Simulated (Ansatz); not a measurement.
# Electron scattering at the Σ11 (113) boundary in fcc Cu with B (interstitial), part 2 of 2

Aim: the relaxed structure and the specific resistance of the Σ11 (113) boundary in fcc Cu with B (interstitial).

Ansatz 0.2.0; Ansatz plane-wave DFT, PBE, PAW files; relaxation of a bicrystal slab with its lowest layers held; PAW set soft_1 (the session's first sound run).

So far: Set-up; Relaxing the bicrystal.

## (2) Relaxing the bicrystal (continued)

Relaxation path:

```tsv
step	energy less that of the first step (eV)	largest force component (eV/Å)
1	0.0000	2.4872
2	-0.5482	1.5222
3	-0.9914	0.4167
4	-1.0259	0.0724
5	-1.0299	0.0428
6	-1.0309	0.0089
```

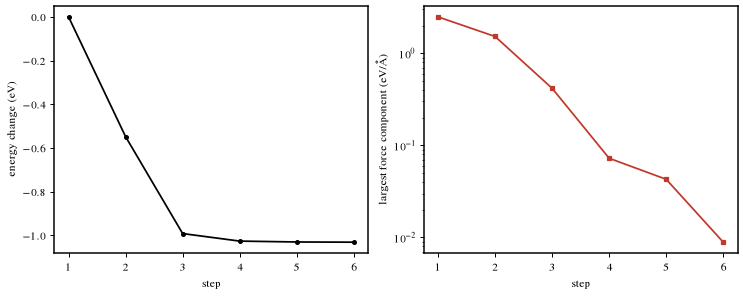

Energy and largest force along the relaxation.

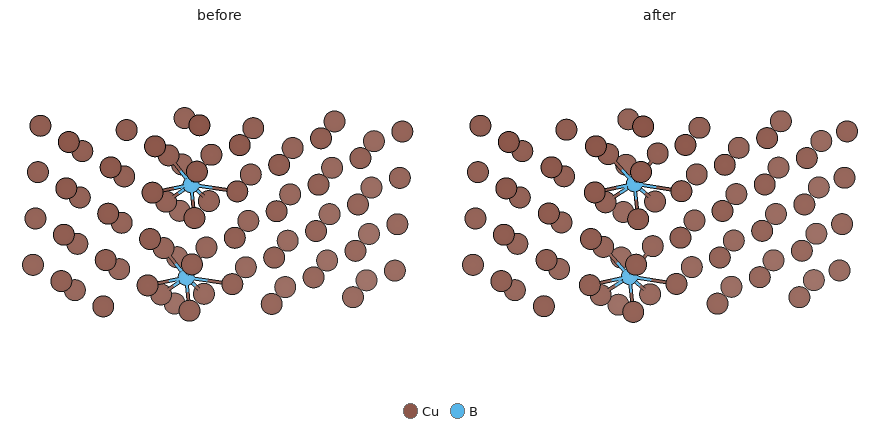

Before and after, at one scale. Bonds to atoms that aren't drawn are left out.

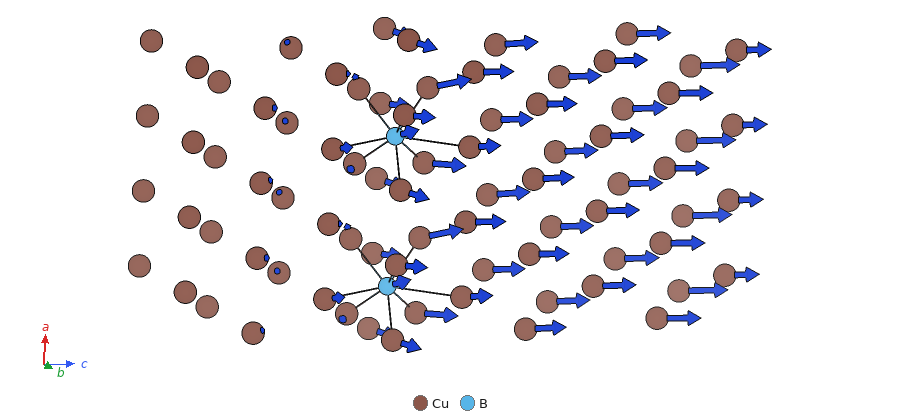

Displacements in the relaxation, exaggerated; the longest in the cell stands for 0.38 Å. Bonds to atoms that aren't drawn are left out. 2×1×1 cells are drawn. Some periodic images of atoms are drawn too.

The atoms that moved most (Å):

```tsv
atom	dx	dy	dz	length
Cu35	0.004	-0.004	0.382	0.382
Cu34	0.001	-0.004	0.382	0.382
Cu19	0.056	-0.024	0.332	0.337
Cu31	0.003	-0.006	0.335	0.335
Cu18	-0.046	-0.038	0.329	0.334
Cu32	0.002	0.016	0.331	0.331
Cu30	0.002	-0.004	0.330	0.330
Cu33	0.003	0.016	0.330	0.330
```

This step gave:

| Quantity | Value |
| --- | --- |
| free energy | -238657.4995 eV |
| energy at zero smearing | -238657.3074 eV |
| Fermi energy | 9.564 eV |

The largest force component on a free atom ends at 0.0089 eV/Å, under the tolerance of 0.03, after 6 steps.

## (3) Transmission across the boundary

This step: Ansatz plane-wave DFT, PBE, PAW files; ballistic transport by layer matching (Landauer), zero bias; boundary relaxed in a short slab, bulk layers laid on; PAW set soft_1 (Ansatz 0.2.0).

System of this step: Σ11 (113) boundary in fcc Cu with B (interstitial). The cell holds 81 atoms: 80 Cu and 1 B. Cell: a = 5.112 Å, b = 4.427 Å, c = 50.879 Å, α = 90.0°, β = 90.0°, γ = 73.2°. It derives from Cu. Regions: lower grain, 32 atoms (32 Cu); boundary, 23 atoms (22 Cu and 1 B); upper grain, 26 atoms (26 Cu). Vacuum lies along c.

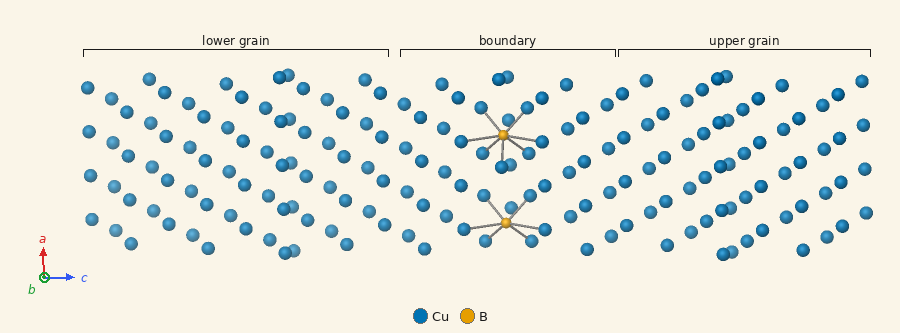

The cell of this step (copper blue, boron orange). Bonds to atoms that aren't drawn are left out. 2×1×1 cells are drawn. Some periodic images of atoms are drawn too.

The input, input.yaml:

```yaml
crystal:
  lattice:
    - [5.1123254594, 0.0, 0.0]
    - [1.2780813649, 4.2389163388, 0.0]
    - [0.0, 0.0, 50.8794588204]
  atoms:
    - { symbol: Cu, position: [2.8636363637, -11.4545454546, 0.0786171884] }
    - { symbol: Cu, position: [3.3636363637, -11.4545454546, 0.0786171884] }
    - { symbol: Cu, position: [2.7272727273, -10.9090909091, 0.100039418] }
    - { symbol: Cu, position: [3.2272727273, -10.9090909091, 0.100039418] }
    - { symbol: Cu, position: [2.590909091, -10.3636363637, 0.1214616477] }
    - { symbol: Cu, position: [3.090909091, -10.3636363637, 0.1214616477] }
    - { symbol: Cu, position: [2.4545454546, -9.8181818182, 0.1428838773] }
    - { symbol: Cu, position: [2.9545454546, -9.8181818182, 0.1428838773] }
    - { symbol: Cu, position: [2.3181818182, -9.2727272728, 0.1643061069] }
    - { symbol: Cu, position: [2.8181818182, -9.2727272728, 0.1643061069] }
    - { symbol: Cu, position: [2.1818181819, -8.7272727273, 0.1857283365] }
    - { symbol: Cu, position: [2.6818181819, -8.7272727273, 0.1857283365] }
    - { symbol: Cu, position: [2.0454545455, -8.1818181818, 0.2071505662] }
    - { symbol: Cu, position: [2.5454545455, -8.1818181818, 0.2071505662] }
    - { symbol: Cu, position: [1.9090909091, -7.6363636364, 0.2285727958] }
    - { symbol: Cu, position: [2.4090909091, -7.6363636364, 0.2285727958] }
    - { symbol: Cu, position: [1.7727272728, -7.0909090909, 0.2499950254] }
    - { symbol: Cu, position: [2.2727272728, -7.0909090909, 0.2499950254] }
    - { symbol: Cu, position: [1.6363636364, -6.5454545455, 0.2714172551] }
    - { symbol: Cu, position: [2.1363636364, -6.5454545455, 0.2714172551] }
    - { symbol: Cu, position: [1.5, -6.0, 0.2928394847] }
    - { symbol: Cu, position: [2.0, -6.0, 0.2928394847] }
    - { symbol: Cu, position: [1.3636363636, -5.4545454546, 0.3142617143] }
    - { symbol: Cu, position: [1.8636363636, -5.4545454546, 0.3142617143] }
    - { symbol: Cu, position: [1.2272727273, -4.9090909091, 0.3356839439] }
    - { symbol: Cu, position: [1.7272727273, -4.9090909091, 0.3356839439] }
    - { symbol: Cu, position: [1.0909090909, -4.3636363637, 0.3571061736] }
    - { symbol: Cu, position: [1.5909090909, -4.3636363637, 0.3571061736] }
    - { symbol: Cu, position: [0.9545454545, -3.8181818182, 0.3785284032] }
    - { symbol: Cu, position: [1.4545454545, -3.8181818182, 0.3785284032] }
    - { symbol: Cu, position: [0.8181818182, -3.2727272728, 0.3999506328] }
    - { symbol: Cu, position: [1.3181818182, -3.2727272728, 0.3999506328] }
    - { symbol: Cu, position: [0.6818181818, 0.2727272727, 0.4213728625] }
    - { symbol: Cu, position: [0.1818181818, 0.2727272727, 0.4213728625] }
    - { symbol: Cu, position: [0.5452132565, 0.8144551446, 0.4436894221] }
    - { symbol: Cu, position: [0.0472962012, 0.815181527, 0.4435219644] }
    - { symbol: Cu, position: [0.4097660463, 0.3552573913, 0.4642238398] }
    - { symbol: Cu, position: [0.9124358674, 0.3559468554, 0.4640751259] }
    - { symbol: Cu, position: [0.2740339472, 0.8991709022, 0.4880490517] }
    - { symbol: Cu, position: [0.7729272869, 0.9091534932, 0.4865243172] }
    - { symbol: Cu, position: [0.1294323335, 0.4441880239, 0.5068183118] }
    - { symbol: Cu, position: [0.6490319091, 0.4475277199, 0.5067589711] }
    - { symbol: Cu, position: [-0.0134614287, 0.0012730229, 0.5323690481] }
    - { symbol: Cu, position: [0.4974946957, 0.023914887, 0.5323266367] }
    - { symbol: B, position: [0.3412792235, 0.6482127557, 0.532048489] }
    - { symbol: Cu, position: [0.1295919029, 0.4455488835, 0.5573553616] }
    - { symbol: Cu, position: [0.6488003587, 0.4489732769, 0.5574122613] }
    - { symbol: Cu, position: [0.2737906684, 0.9004912007, 0.5766489622] }
    - { symbol: Cu, position: [0.77299725, 0.910263351, 0.578105414] }
    - { symbol: Cu, position: [0.4093274718, 0.357551098, 0.5999448569] }
    - { symbol: Cu, position: [0.9122365553, 0.3580550796, 0.6000866575] }
    - { symbol: Cu, position: [0.5451699273, 0.8146160671, 0.6209572004] }
    - { symbol: Cu, position: [0.0474594196, 0.8150676867, 0.6211529056] }
    - { symbol: Cu, position: [0.6824703825, 0.2690419571, 0.6428601923] }
    - { symbol: Cu, position: [0.1833780763, 0.2692423138, 0.6429274605] }
    - { symbol: Cu, position: [0.8192878658, -3.27631241, 0.6643160561] }
    - { symbol: Cu, position: [1.3192878658, -3.27631241, 0.6643160561] }
    - { symbol: Cu, position: [0.9556515021, -3.8217669555, 0.6857382857] }
    - { symbol: Cu, position: [1.4556515021, -3.8217669555, 0.6857382857] }
    - { symbol: Cu, position: [1.0920151385, -4.3672215009, 0.7071605153] }
    - { symbol: Cu, position: [1.5920151385, -4.3672215009, 0.7071605153] }
    - { symbol: Cu, position: [1.2283787749, -4.9126760464, 0.7285827449] }
    - { symbol: Cu, position: [1.7283787749, -4.9126760464, 0.7285827449] }
    - { symbol: Cu, position: [1.3647424112, -5.4581305918, 0.7500049746] }
    - { symbol: Cu, position: [1.8647424112, -5.4581305918, 0.7500049746] }
    - { symbol: Cu, position: [1.5011060476, -6.0035851373, 0.7714272042] }
    - { symbol: Cu, position: [2.0011060476, -6.0035851373, 0.7714272042] }
    - { symbol: Cu, position: [1.637469684, -6.5490396827, 0.7928494338] }
    - { symbol: Cu, position: [2.137469684, -6.5490396827, 0.7928494338] }
    - { symbol: Cu, position: [1.7738333203, -7.0944942282, 0.8142716635] }
    - { symbol: Cu, position: [2.2738333203, -7.0944942282, 0.8142716635] }
    - { symbol: Cu, position: [1.9101969567, -7.6399487737, 0.8356938931] }
    - { symbol: Cu, position: [2.4101969567, -7.6399487737, 0.8356938931] }
    - { symbol: Cu, position: [2.0465605931, -8.1854033191, 0.8571161227] }
    - { symbol: Cu, position: [2.5465605931, -8.1854033191, 0.8571161227] }
    - { symbol: Cu, position: [2.1829242295, -8.7308578646, 0.8785383523] }
    - { symbol: Cu, position: [2.6829242295, -8.7308578646, 0.8785383523] }
    - { symbol: Cu, position: [2.3192878658, -9.27631241, 0.899960582] }
    - { symbol: Cu, position: [2.8192878658, -9.27631241, 0.899960582] }
    - { symbol: Cu, position: [2.4556515022, -9.8217669555, 0.9213828116] }
    - { symbol: Cu, position: [2.9556515022, -9.8217669555, 0.9213828116] }
kpoints:
  mp_grid: { grid: [6, 6, 1] }
hamiltonian:
  xc: pbe
  pseudopotentials: { kind: paw, azcp: { folder: soft_1 } }
scf:
  occupations: { method: fermi_dirac, width: 0.1 }
output:
  transmission:
    leads: [[18, 20], [65, 67]]
    kmesh: [16, 16]
    e_range: [-0.1, 0.1]
    de: 0.05
  write_potential: true
  write_density: true
  volumetric_format: npy
  elf: true
```

Started as:

```console
$ ansatz run input.yaml --threads 4 --pin off --max-ram 15360MiB --backend cpu --events-out ev --progress --plain --runs-dir out
```

Numbers of over 12 decimals in the logs are rounded to 6 here.

The program printed:

```text
[...]
Crystal: 81 atoms, lattice volume = 1102.595 Å³
Basis set: ecut = 420 eV, 21665 PW (Γ)
Bands: 914, of which v1, the nominal top of the filled ones, is band 762 counted from 1 (761 counted from 0)
Symmetry: 1 space group operations
[...]
k-points: 20 of 36 (time reversal used)
[...]
SCF iter   1: F=—  HF=-530240.898506 eV  |F-HF|=—  |Δ(HF+E_count)|=         —  Δρ=2.50e-1  dr2=4.26e2  ethr=3.10e-3  ⟨swp⟩=4.8  Hψ=58705  notcnv=0  defer=1724
[...]
SCF iter  15: F=-530165.699220 eV  HF=-530165.699220 eV  |F-HF|=2.93e-8  |Δ(HF+E_count)|=   4.41e-8  Δρ=2.20e-6  dr2=6.68e-8  ethr=6.57e-12  ⟨swp⟩=10.3  Hψ=79858  notcnv=0
SCF 1 converged in 15 iterations: F = -530165.699220 eV  dr2 = 6.68e-8
[...]
transmission: 676 of 6760 steps passed
transmission: 1352 of 6760 steps passed
[...]
transmission: 6760 of 6760 steps passed
WARN: The input density's exchange-correlation potential varies sharply where the density is thin. Do not read a vacuum level from v_tot or v_xc, or from such a field of the output density. On a cell that repeats whose density bears no net charge and no dipole along the vacuum's axis use v_es (v_loc + v_h of the components); under efield.dipole_correction with no amplitude use v_es + v_field, which holds any external [...]
SCF converged after 15 iterations
the last check of whether an eigenvalue changes by more than its tolerance under the output density was not made (no_room)
Free energy (F): -530165.699220 eV
[...]
Internal energy: -530164.857735 eV  (E = F + TS)
E sigma→0 (E₀):  -530165.278477 eV
Entropy (-TS):   -0.841486 eV (-10.389 meV/atom)
Fermi energy:    13.502308 eV
[...]
--- Band table (eV; the first three rows and the last of 20) ---
  k-point 0: bands = [... 758 lower, 13.5430, 13.5542, 13.6295, 13.7282, 13.7877, 13.8170, 13.9863, 14.0715, ... 148 higher]
  k-point 1: bands = [... 758 lower, 13.5500, 13.6519, 13.7499, 13.7995, 13.8418, 13.8627, 13.8697, 13.9370, ... 148 higher]
  k-point 2: bands = [... 758 lower, 13.2718, 13.3177, 13.3376, 13.4086, 13.4339, 13.5094, 13.5496, 13.6342, ... 148 higher]
  k-point 19: bands = [... 758 lower, 12.8132, 12.8303, 12.9492, 12.9786, 13.0276, 13.0906, 13.1842, 13.2020, ... 148 higher]
--- Transmission ---
  basis      : 191 plane waves across, 52 finite elements along
  points     : 130, standing for a mesh of 16 x 16
  energies   : 5 from -0.100000 to 0.100000 eV about the Fermi level, 0.050000 eV apart; the leads are filled to 0.000000 eV, and channels, transmission and decay are at 0.000000 eV
  crystal 0  : Cu4, at the sites [18, 20], period 2.1799 Å, over 18.53 Å; its Hamiltonian steps by up to 3.4 meV
    offset         : up to 0.0000 Å between an atom of the period and one for which it stands
    channels       : 3.097656e0 a spin
    conductance    : none, the energies end too early or step too widely for 300 K: set another output.transmission.e_range or a lower de, or, where they end at an eighth of basis.ecutwfc, a higher one
[...]
channels       : 3.113281e0 a spin
[...]
junction   : crystal 0 to crystal 1, 13.26 to 39.79 Å
    transmission   : 2.196789e0 a spin
[...]
```

The job ended after 72 min (4 threads of Arm Neoverse V2, shared host; peak memory 11 GiB).

This step gave:

```
free energy                                    : -530165.6992 eV
energy at zero smearing                        : -530165.2785 eV
Fermi energy                                   : 13.50 eV
cell area                                      : 21.67 Å²
transmission per spin nearest the Fermi level  : 2.197
open channels per spin nearest the Fermi level : 3.098
open channels per spin, upper lead             : 3.113
step of the lead's potential                   : 3.4 meV
step of the upper lead's potential             : 4.9 meV
```

Per spin. Transmission, zone mean against energy, zero at the Fermi level:

```tsv
energy (eV)	transmission, zone mean
-0.1000	2.22
-0.0500	2.21
0.0000	2.20
0.0500	2.19
0.1000	2.20
```

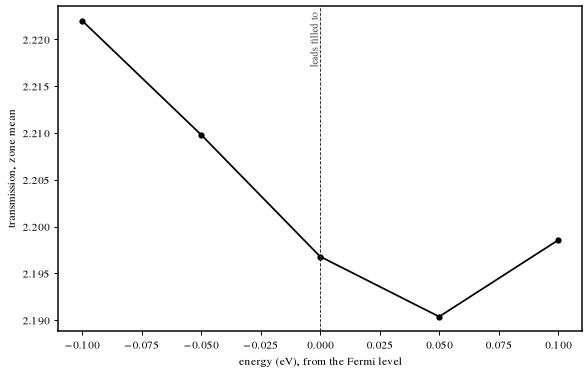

Transmission, zone mean, plotted against energy.

Per spin. The open channels, zone mean by energy, zero at the Fermi level:

```tsv
energy (eV)	lead	upper lead
-0.1000	3.06	3.06
-0.0500	3.09	3.09
0.0000	3.10	3.11
0.0500	3.11	3.11
0.1000	3.13	3.13
```

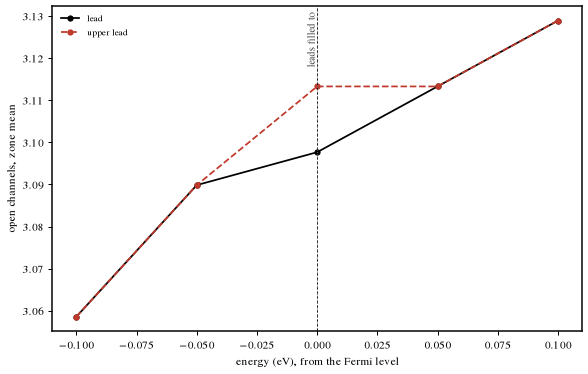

Open channels, zone mean, plotted against energy.

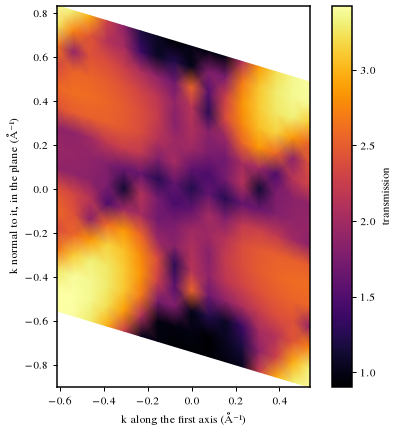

Transmission over k1 and k2. At 0.0000 eV from the Fermi level.

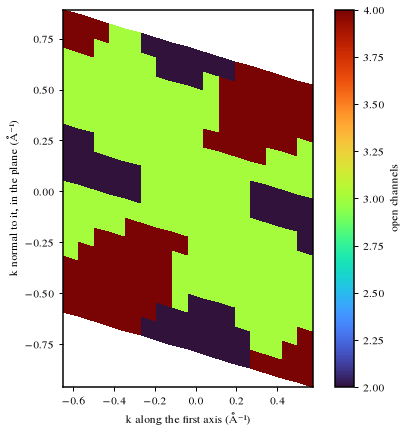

Open channels over k1 and k2. At 0.0000 eV from the Fermi level.

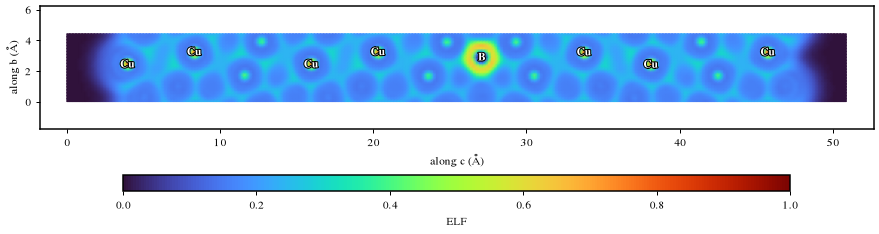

ELF in the cb plane at fractional x = 0.341, with atoms of Cu and B within 0.2 Å of it. It is the smooth field of the valence electrons, not physical close to the nuclei.

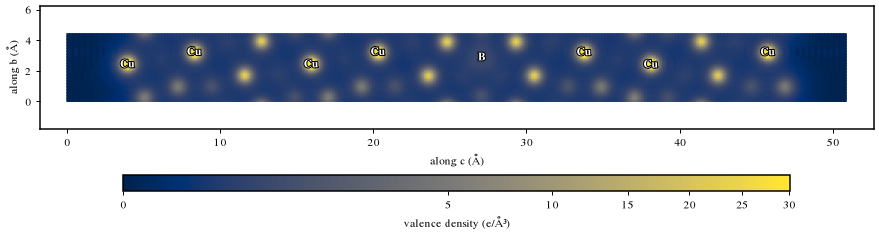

Valence density in the cb plane at fractional x = 0.341, with atoms of Cu and B within 0.2 Å of it. It is the smooth field of the valence electrons, not physical close to the nuclei. The colour scale is stretched toward low values.

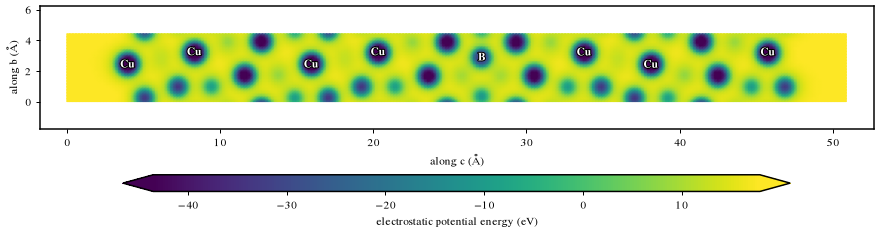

Electrostatic potential energy in the cb plane at fractional x = 0.341, with atoms of Cu and B within 0.2 Å of it. With pseudopotentials it is smooth inside the atoms' cores, unlike the true potential.

Over the solved energies the transmission per spin lies between 2.19 and 2.22, out of 3.10 channels of the lead on average (up to 3.13).

## (4) Specific resistance

This step: Ansatz plane-wave DFT, PBE, PAW files; ballistic transport by layer matching (Landauer), zero bias; specific resistance of the boundary; PAW set soft_1 (Ansatz 0.2.0).

This step gave:

* area resistance: 0.3668 fΩ m²
* T over the leads' mean channel count: 0.7110

Averaged over the energies near the Fermi level, 71.1 % of the channels pass, which makes 0.367 fΩ m².

By hand, with T and the leads' channels N averaged over the energies near the Fermi level: RA = A (h/2e²)(1/T − ½[1/N₁ + 1/N₂]) = 21.67×10⁻²⁰ m² × 12 906 Ω × (1/2.204 − ½[1/3.098 + 1/3.101]) = 0.367 fΩ m².

## (5) What came out

```
specific resistance of the boundary : 0.367 fΩ m²
share of channels that pass         : 0.711
```

What this shows: The boundary has a specific resistance of 0.37 fΩ m². The boundary reflects 29 % of the channels; 0.37 fΩ m² is 3.7×10⁻¹² Ω·cm². That equals the resistance of 21 nm of bulk Cu at 300 K (measured 1.725 µΩ cm, CRC Handbook of Chemistry and Physics, 84th ed., 2003, Electrical Resistivity of Pure Metals). One B in 21.7 Å² of boundary is a high coverage. One starting structure was relaxed; another shift or atom count at the boundary may lie lower.

[Logs are printed without paths, hosts, clocks, repeated set-up lines and the standing remarks that a program may print on its own settings, such as how far it seeks lower states.]

[Hosts, paths, dates, database ids (printed as entryN), source tags and the programs' standing remarks are cut or masked in the printed files.]
